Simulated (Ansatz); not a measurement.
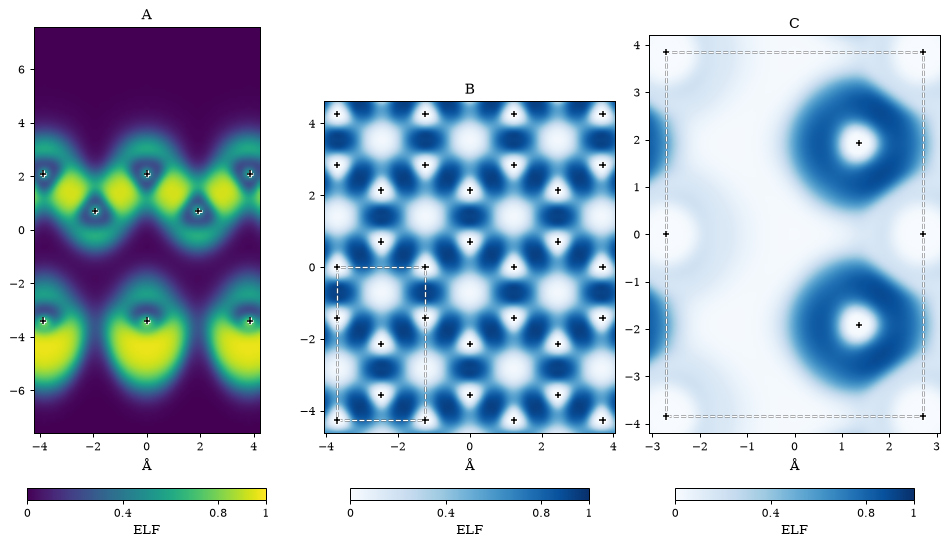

The electron localisation function of 3 systems, each on a plane through atoms (crosses mark nuclei in the plane).

Level of theory: DFT PBE, scalar-relativistic, plane waves, PAW in Ansatz 0.2.0.

System 1: Si (slab), the (010) plane of the calculation cell, a cut from vacuum to vacuum. Not relaxed (largest force 0.4 eV/Å).

```cif
data_structure
_symmetry_space_group_name_H-M 'P 1'
_symmetry_Int_Tables_number 1
_cell_length_a 3.8677
_cell_length_b 3.8677
_cell_length_c 30.8915
_cell_angle_alpha 90.000
_cell_angle_beta 90.000
_cell_angle_gamma 90.000
_cell_volume 462.11
loop_
_atom_site_label
_atom_site_type_symbol
_atom_site_fract_x
_atom_site_fract_y
_atom_site_fract_z
_atom_site_occupancy
Si1 Si 0.00000 0.50000 0.24429 1
Si2 Si 0.00000 0.00000 0.28898 1
Si3 Si 0.50000 0.00000 0.33323 1
Si4 Si 0.50000 0.50000 0.37715 1
Si5 Si 0.00000 0.50000 0.42221 1
Si6 Si 0.00000 0.00000 0.46381 1
```

System 2: C, the (001) plane of the conventional cell. Space group Fmmm; a structure from a database of computed crystals, not necessarily the ambient phase.

```xyz
8
Lattice="2.4666 0.0000 0.0000 0.0000 4.2721 0.0000 0.0000 0.0000 8.5275" Properties=species:S:1:pos:R:3 pbc="T T T"
C     1.2333    2.8481    4.2638
C     0.0000    3.5601    4.2638
C     1.2333    0.7120    0.0000
C     0.0000    1.4240    0.0000
C     0.0000    2.8481    0.0000
C     1.2333    3.5601    0.0000
C     0.0000    0.7120    4.2638
C     1.2333    1.4240    4.2638
```

System 3: ZnS, the (110) plane of the conventional cell. Space group F-43m.

```
Zn S
1.0
     5.44296    0.00000    0.00000
     0.00000    0.00000   -5.44296
     0.00000    5.44296    0.00000
Zn S
4 4
Direct
  0.25000 0.75000 0.25000
  0.75000 0.75000 0.75000
  0.75000 0.25000 0.25000
  0.25000 0.25000 0.75000
  0.50000 0.50000 0.00000
  0.00000 0.50000 0.50000
  0.00000 0.00000 0.00000
  0.50000 0.00000 0.50000
```

Which map belongs to which system?

Answer. Panel A is system 1, Si: the plane holds Si. Si–Si (2.38 Å): the ELF peaks at about 0.95 between the atoms. Panel B is system 2, C: the plane holds C. C–C (1.42 Å): the ELF peaks at about 0.95 between the atoms (a covalent bond). Panel C is system 3, ZnS: the plane holds Zn and S. Zn–S (2.36 Å): the ELF peaks at about 0.90 in the valence shell of S, 0.8 Å from its nucleus, and is about 0.55 at the midpoint.
